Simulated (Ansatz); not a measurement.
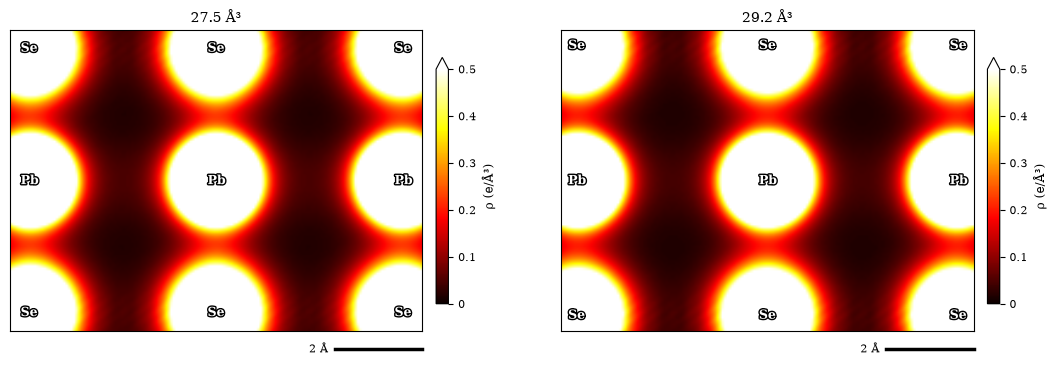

PbSe. The valence pseudo-density of cells scaled evenly to different volumes (given per atom above each panel), on the (011̄) plane of each (indices in the axes of the cell below), at one length scale and on one colour scale.

Level of theory: Ansatz 0.2.0, Kohn-Sham DFT of a periodic cell, B3LYP, Ansatz PAW.

In a PAW calculation such maps are meaningful between the atoms, not at the nuclei.

The largest cell:

```
CELL_PARAMETERS angstrom
0.00000 3.08092 3.08092
3.08092 0.00000 3.08092
3.08092 3.08092 0.00000
ATOMIC_POSITIONS crystal
Pb 0.00000 0.00000 0.00000
Se 0.50000 0.50000 0.50000
```

| volume (Å³/atom) | Pb–Se contact in the plane (Å) | ρ at its midpoint (e/Å³) | pressure (GPa) | gap on the mesh (eV) | 
| --- | --- | --- | --- | --- |
| 27.52 | 3.019 | 0.225 | 7.4 | 1.07 | 
| 28.10 | 3.040 | ? | ? | ? | 
| 29.24 | 3.081 | 0.204 | 3.3 | 1.29 | 

> Estimate the missing row, and compare with the calculation.

Over the known rows ln ρ falls by 1.58 per Å of Pb–Se distance (the line through the two), which gives 0.218 e/Å³ at 3.040 Å; the calculation gives 0.217 e/Å³. For the pressure, a straight line in volume between the neighbouring rows gives 6.0 GPa; the calculation gives 5.9. For the gap on the mesh, a straight line in volume between the neighbouring rows gives 1.14 eV; the calculation gives 1.15.
